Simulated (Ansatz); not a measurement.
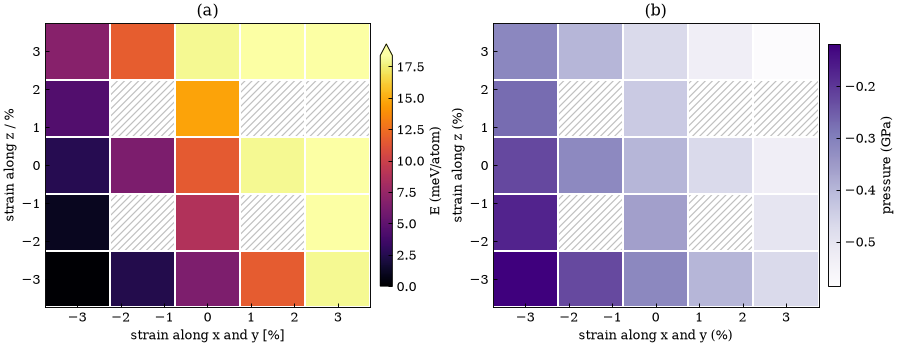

K (Fm-3m, No. 225; 1 atom in the cell). The cell is strained homogeneously, by one strain along x and y and another along z, with fractional coordinates fixed (x, y and z along the cube axes). Coordinates scanned: (1) strain along x and y; (2) strain along z. The scan uses a 5 × 5 grid. At 5 points there is no value. Points are written as (first, second). Energies: meV/atom, counted from the lowest grid point. The reference cell is the one listed in the database, not relaxed at this level. These are results of DFT PBE+D3(BJ), scalar-relativistic, plane waves, PAW in Ansatz 0.2.0, not measurements. Settings: cutoff 420 eV, k-mesh 12×12×12, gaussian smearing 0.15 eV, no spin polarisation.

Panel (a) is the energy and panel (b) the computed pressure on the same grid.

The picture shows one coloured cell a grid point, one colour for all values above the top of the scale, hatched blanks where no value was computed.

> How does the pressure vary over the map, and what is it at the lowest grid point?

It runs from −0.59 GPa at (3.0 %, 3.0 %) to −0.12 GPa at (−3.0 %, −3.0 %). At the lowest grid point, (−3.0 %, −3.0 %), it is −0.12 GPa. That point lies on the edge of the scan.

```csv
"strain along z ↓, strain along x and y →",−3.0,−1.5,0.0,1.5,3.0
3.0,−0.32,−0.40,−0.47,−0.53,−0.59
1.5,−0.27,–,−0.44,–,–
0.0,−0.22,−0.32,−0.40,−0.47,−0.53
−1.5,−0.17,–,−0.36,–,−0.50
−3.0,−0.12,−0.22,−0.32,−0.40,−0.47
```
